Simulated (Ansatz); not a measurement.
## Band-structure calculation, with input and output: ZnO

- system: ZnO (I4₁md, 4 atoms in the cell)
- method: DFT PBE, scalar-relativistic, plane waves, PAW, no spin polarisation (Ansatz 0.2.0)

The structure was made by a generator, so it may or may not be a known phase.

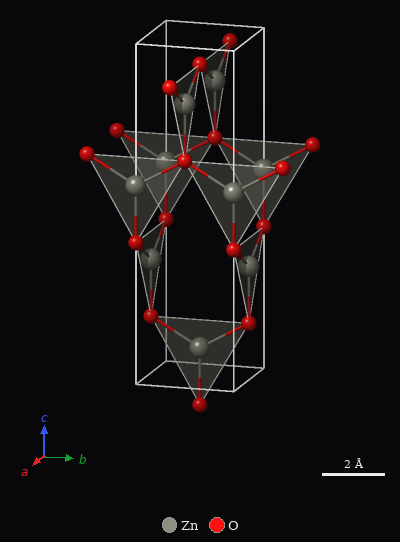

The structure as given in the input (polyhedral view of the cell 2 times as large as that of the calculation, set on its symmetry axes, seen slightly off an axis; polyhedra are completed across the faces of the cell).

**Input**
```yaml
crystal:
  lattice:
    - [-1.6531015785, 1.6531015785, 5.6629570713]
    - [1.6531015785, -1.6531015785, 5.6629570713]
    - [1.6531015785, 1.6531015785, -5.6629570713]
  atoms:
    - { symbol: Zn, position: [0.5838258517, 0.5838258517, 0.0] }
    - { symbol: Zn, position: [0.3338258517, 0.8338258517, 0.5] }
    - { symbol: O, position: [0.4161741483, 0.4161741483, 0.0] }
    - { symbol: O, position: [0.1661741483, 0.6661741483, 0.5] }
basis:
  ecutwfc: 420
kpoints:
  mp_grid: { grid: [16, 16, 16] }
  band_path:
    path:
      - [[0.0, 0.0, 0.0], [0.0, 0.0, 0.5], [0.25, 0.25, 0.25], [0.0, 0.5, 0.0], [0.0, 0.0, 0.0], [0.5, 0.5, -0.5], [0.27130358, 0.72869642, -0.27130358]]
      - [[-0.27130358, 0.27130358, 0.27130358], [0.0, 0.0, 0.0]]
      - [[0.0, 0.0, 0.5], [-0.04260716, 0.04260716, 0.5]]
      - [[0.5, 0.5, -0.04260716], [0.5, 0.5, -0.5]]
    npoints: 14
hamiltonian:
  xc: pbe
scf:
  occupations: { method: gaussian, width: 0.02 }
  n_extra_bands: 10
output:
  forces: true
  stress: true
  eigenvalues: true
  populations: true
  dos: { projected: true, de: 0.02, nscf_kmesh: { grid: [24, 24, 24] } }
  bader: true
  write_density: true
  write_potential: true
  elf: true
  volumetric_format: npy
```

Launched with:
```bash
ansatz run input.yaml --threads 1 --pin off --max-ram 2560MiB --backend cpu --events-out ev --progress --plain --runs-dir out
```

**Output**
```
basis.fft_grid_basis auto: the FFT boxes are laid along the combinations [[1, -1, 0], [0, 1, 0], [1, 0, 1]] of the cell's own vectors, 4.676, 6.127 and 3.306 Å long. The dense box has 32×45×24 points. Along the cell's own vectors, as sized, it would have 45×45×45, 2.64 times as many. Of the 8 symmetry operations that the crystal satisfies within crystal.symmetry.tolerance (time reversal apart; of a slab, those that keep its plane) the dense box along the cell's own vectors carries 8, and the one as laid loses 7 of those. basis.fft_grid_basis: typed keeps the cell's own vectors: state it where this run's energies or levels are differenced outside the engine with another run's, or held beside a run that keeps those vectors. Those combinations have planes normal to reciprocal vector 3, as the cell's own vectors have. Each planar average written beside output.write_density, output.write_potential has a row for each plane of the box: 24. The volumetric files lie along those combinations, not along the cell's own vectors: a cube or XSF file states them, and fields.json those of NumPy files.
scf.n_extra_bands = 10 over 18 filled bands (N_el = 36.0): the run solves 28 bands
Engine: ansatz 0.2.0, x86_64-unknown-linux-gnu
Pseudopotentials: kind: paw
Pseudopotential: Zn, paw, valence charge 12, recommended cutoff 420 eV (normal), Zn.paw.azcp
Pseudopotential: O, paw, valence charge 6, recommended cutoff 420 eV (normal), O.paw.azcp
Functional definition: PBE
  parameter kappa = 0.804
  parameter beta = 0.06672455060314922
  exchange = pbe_x(kappa = kappa, mu = beta*pi^2/3)
  correlation = pbe_c(beta = beta)
Crystal: 4 atoms, lattice volume = 61.902 Å³
Basis set: ecut = 420 eV, 1215 PW (Γ), FFT grids on a1−a2, a2, a1+a3, exchange–correlation on 64×90×48 points (8 copies of the dense FFT grid, shifted against one another)
Bands: 28, of which v1, the nominal top of the filled ones, is band 18 counted from 1 (17 counted from 0)
Symmetry: 8 space group operations
Space group: I41md (ITA 109), of the structure as read, at distance tolerance 4.0e-5 Å
k-points: 349 of 4096 (time reversal used)
Non-local potential: Zn, projectors of the file, l = 0: 2, l = 1: 2, l = 2: 3, l = 3: 1
Non-local potential: O, projectors of the file, l = 0: 2, l = 1: 2, l = 2: 1
PAW form: soft (Blöchl's): semilocal exchange-correlation on the pseudo side does not see the compensation charge
PAW one-centre angular grid: Zn, 590 points (default); XC on 64 Gauss nodes
PAW one-centre angular grid: O, 110 points (default); XC on 64 Gauss nodes
Initial density: superposition of atomic densities (neutral atoms: chi_scale 0, normalization atom), corrected by the library's trained network
Initial wavefunctions: pseudopotential atomic-orbital guess
Functional: x = pbe(κ = 0.804, μ = 0.2195149727645171), c = pbe(β = 0.06672455060314922)
SCF iter   1: F=—  HF=-7772.584841 eV  |F-HF|=—  |Δ(HF+E_count)|=         —  Δρ=3.57e-3  dr2=5.23e-3  ethr=1.77e-3  ⟨swp⟩=6.0  Hψ=46205  notcnv=0  defer=4
preconditioner: auto → none  [insulator: Δε(μ)=0.583 eV  Ē_g=15.478 eV  σ=0.020 eV  W_gap=1.00  n_scr=12 (ndim 8)  ℏωp=28.3 eV  f_vac=0.118  D(μ)=0.00/eV (n_scr^D=0)  ε∞_Penn≈4.3]
SCF iter   2: F=—  HF=-7772.585868 eV  |F-HF|=—  |Δ(HF+E_count)|=   1.03e-3  Δρ=1.97e-3  dr2=1.63e-3  ethr=1.45e-5  ⟨swp⟩=2.0  Hψ=20808  notcnv=0  defer=1287
SCF iter   3: F=—  HF=-7772.585319 eV  |F-HF|=—  |Δ(HF+E_count)|=   5.49e-4  Δρ=7.41e-4  dr2=2.07e-4  ethr=4.52e-6  ⟨swp⟩=2.0  Hψ=16212  notcnv=0  defer=1287
SCF iter   4: F=—  HF=-7772.585461 eV  |F-HF|=—  |Δ(HF+E_count)|=   1.42e-4  Δρ=3.43e-4  dr2=4.75e-5  ethr=5.75e-7  ⟨swp⟩=2.3  Hψ=14679  notcnv=0  defer=1287
SCF iter   5: F=—  HF=-7772.585463 eV  |F-HF|=—  |Δ(HF+E_count)|=   2.42e-6  Δρ=6.62e-5  dr2=1.81e-6  ethr=1.32e-7  ⟨swp⟩=2.2  Hψ=13800  notcnv=0  defer=1287
SCF iter   6: F=—  HF=-7772.585467 eV  |F-HF|=—  |Δ(HF+E_count)|=   3.80e-6  Δρ=2.30e-5  dr2=2.10e-7  ethr=5.03e-9  ⟨swp⟩=2.0  Hψ=14660  notcnv=0  defer=1287
SCF iter   7: F=-7772.585468 eV  HF=-7772.585467 eV  |F-HF|=6.96e-9  |Δ(HF+E_count)|=   4.43e-7  Δρ=3.63e-6  dr2=5.50e-9  ethr=2.78e-10  ⟨swp⟩=11.6  Hψ=70853  notcnv=0
SCF 1 converged in 7 iterations: F = -7772.585468 eV  dr2 = 5.50e-9
  greatest PAW one-centre occupation: 0.988 electrons in one spin orbital (limit 2), on the Zn atom at site 1 (counted from 0), in its partial waves of l = 2
NSCF: frozen V_eff on 130 k-points
NSCF: frozen V_eff on 1063 k-points
SCF converged after 7 iterations
Free energy (F): -7772.585468 eV
Harris-Foulkes:  -7772.585467 eV  (|F-HF|=6.96e-9)
Internal energy: -7772.585468 eV  (E = F + TS)
E sigma→0 (E₀):  -7772.585468 eV
Fermi energy:    4.564798 eV
--- Per-component energies (eV) ---
  E_band       = -43.337307
  E_kinetic    = 608.175364
  E_local      = -4672.864272  (includes V_loc(G=0)·N_el)
  E_nonlocal   = 1330.993656
  E_hartree    = 1925.267405
  E_xc         = -418.786501
  E_vxc        = -288.035927  (∫ρ·V_xc dr)
  E_paw        = -3976.202952  (= ΣΔE_a)
  E_vpaw       = -872.145106  (= ΣTr[D̂ρ^β])
  E_aug_tail   = 0.004164  (compensation charges beyond the density's cutoff)
  E_ewald      = -2569.172332
  E_smearing   = -0.000000  (= −TS)
  E_closure    = -0.000000  (closes the sum)
  Σ components = -7772.585468   (vs F -7772.585468, Δ=0.00e0)
--- Forces (eV/Å), atoms counted from 1 ---
  atom   1  Zn    -0.00000000     0.00000000    -0.00132028
  atom   2  Zn     0.00000000     0.00000000    -0.00132028
  atom   3  O     -0.00000000     0.00000000     0.00133048
  atom   4  O      0.00000000    -0.00000000     0.00133048
  max |Σ_I F_I| component: 2.04e-5 eV/Å
--- Stress (GPa, compression-positive) ---
        0.033268      -0.000000      -0.000000
       -0.000000       0.033268       0.000000
       -0.000000      -0.000000      -0.039008
  P = ⅓ Tr σ = 0.0092 GPa (0.092 kbar)
--- Band table (eV; the first three rows and the last of 349) ---
  k-point 0: bands = ["-13.2035", "-12.7067", "-1.9636", "-1.6900", "-1.5870", "-1.5870", "-0.9040", "-0.7397", "-0.7397", "-0.6286", "-0.6044", "-0.5706", "0.1890", "3.0113", "3.0113", "3.6803", "3.6803", "4.2696", "4.8600", "9.3716", "11.2995", "15.5698", "16.2310", "16.2310", "16.9801", "17.5126", "17.7100", "17.7100"]
  k-point 1: bands = ["-13.1836", "-12.6977", "-1.9432", "-1.7374", "-1.5929", "-1.5064", "-0.8885", "-0.7550", "-0.7500", "-0.6165", "-0.5818", "-0.5771", "0.1910", "2.9042", "2.9126", "3.4402", "3.6325", "4.2325", "5.2427", "9.5303", "11.2939", "15.4565", "15.6498", "15.6814", "17.2757", "17.5045", "17.7580", "18.3560"]
  k-point 2: bands = ["-13.1266", "-12.6724", "-1.8834", "-1.7864", "-1.6066", "-1.3671", "-0.8514", "-0.7883", "-0.7750", "-0.6448", "-0.5922", "-0.4612", "0.2000", "2.5488", "2.6512", "3.1672", "3.5130", "4.1222", "5.9848", "9.8565", "11.3764", "14.5925", "14.9521", "15.3249", "16.5051", "17.6631", "18.8091", "19.4095"]
  k-point 348: bands = ["-12.9629", "-12.9629", "-1.8960", "-1.8960", "-1.6470", "-1.6470", "-0.9063", "-0.9063", "-0.6074", "-0.6074", "-0.5875", "-0.5875", "1.9851", "1.9851", "2.5686", "2.5686", "4.0909", "4.0909", "7.1154", "7.1154", "13.7294", "13.7294", "16.0859", "16.0859", "17.0485", "17.0485", "17.7221", "17.7221"]
--- Löwdin populations: 4 sites ---
  site symbol       q [e]
     0     Zn     10.5889
     1     Zn     10.5889
     2      O      7.2396
     3      O      7.2396
  spilling = 0.009527 (of n_electrons = 36.000000)
--- Bader charges: 4 sites ---
  site symbol  charge [e]  shift [e]
     0     Zn      1.1797     0.0138
     1     Zn      1.1797     0.0138
     2      O     -1.1797     0.0138
     3      O     -1.1797     0.0138
  estimated error of the sums over rays = 4.6e-4 e
```

**File bader_charges.tsv**
```
# site	symbol	x_ang	y_ang	z_ang	partial_charge_e	electrons	volume_ang3	relative_density_drop	shared_charge_e	partial_wave_shift_e
# quadrature_error_electrons = 4.6e-4
0	Zn	0.0000	0.0000	6.6124	1.17970	28.82030	14.45	-	1.17970	0.01377
1	Zn	1.6531	0.0000	3.7809	1.17970	28.82030	14.45	-	1.17970	0.01376
2	O	0.0000	0.0000	4.7136	-1.17970	9.17970	16.51	-	-1.17970	0.01377
3	O	1.6531	0.0000	1.8821	-1.17971	9.17971	16.51	-	-1.17971	0.01376
```

**File populations.tsv**
```
# site	symbol	l	j	q
# orbitals = lowdin
# n_electrons = 36.000000
# spilling = 0.009527
0	Zn	0_4S	-	0.641995
0	Zn	2_3D	-	9.946874
1	Zn	0_4S	-	0.641995
1	Zn	2_3D	-	9.946874
2	O	0_2S	-	1.866525
2	O	1_2P	-	5.373120
3	O	0_2S	-	1.866525
3	O	1_2P	-	5.373120
```

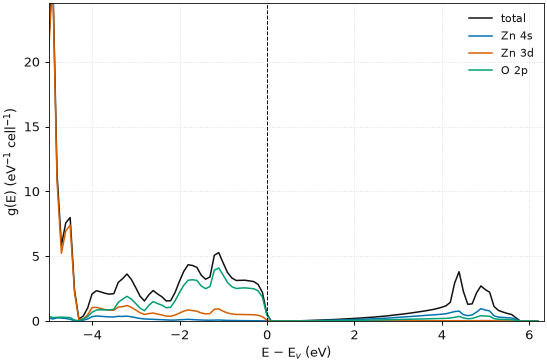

Density of states (projected on Löwdin-orthogonalised atomic shells), with energies from the valence-band top. There is a gap of 0.59 eV on the k-point mesh.

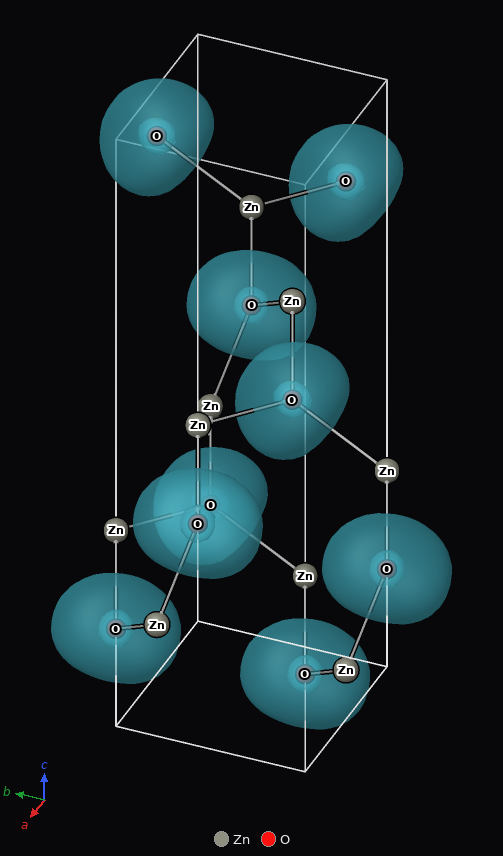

Isosurface of the ELF at 0.6 (cyan), seen at an oblique angle. Core shells and regions of very low density are left out. Sticks mark near contacts. The outline is the cell set on symmetry axes. Profiles from the grid: Zn–O (1.90 Å): the ELF is about 0.30 at the midpoint. In a PAW calculation such maps are meaningful between the atoms, not at the nuclei.

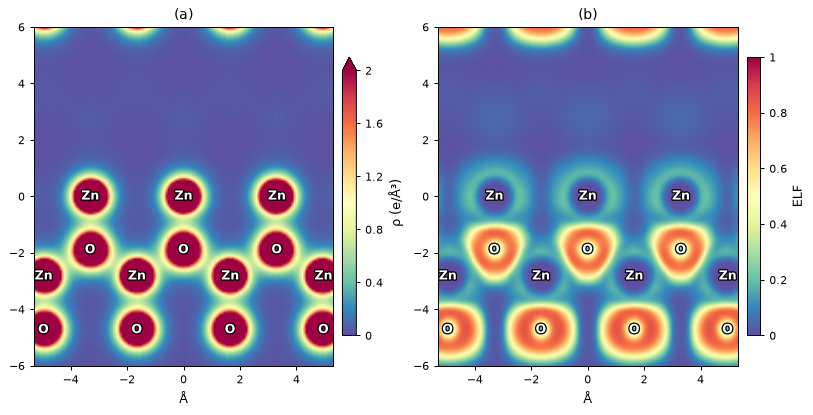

(a) valence charge density (pseudo); (b) ELF on the (010) plane of the conventional cell. The plane passes through Zn and O nuclei. Zn–O (1.90 Å): ρ is about 0.72 e/Å³ halfway; the ELF is about 0.30 at the midpoint. Away from the nuclei the density in this plane falls to 0.009 e/Å³ at its lowest.

**Results in brief**

```csv
quantity,value
outcome,converged
space group (tolerance 0.01 Å),I4₁md (109)
electrons treated,36
free energy,−7772.5855 eV
Fermi energy,4.565 eV
gap on the k-point mesh,0.59 eV
gap on the band path,0.59 eV
pressure,0.01 GPa
largest force (length of the vector),0.001 eV/Å
hardware,"1 thread of Intel Xeon (Sapphire Rapids), 64 GiB of memory available, shared host"
wall time,2.7 min
peak memory,1.2 GiB
```
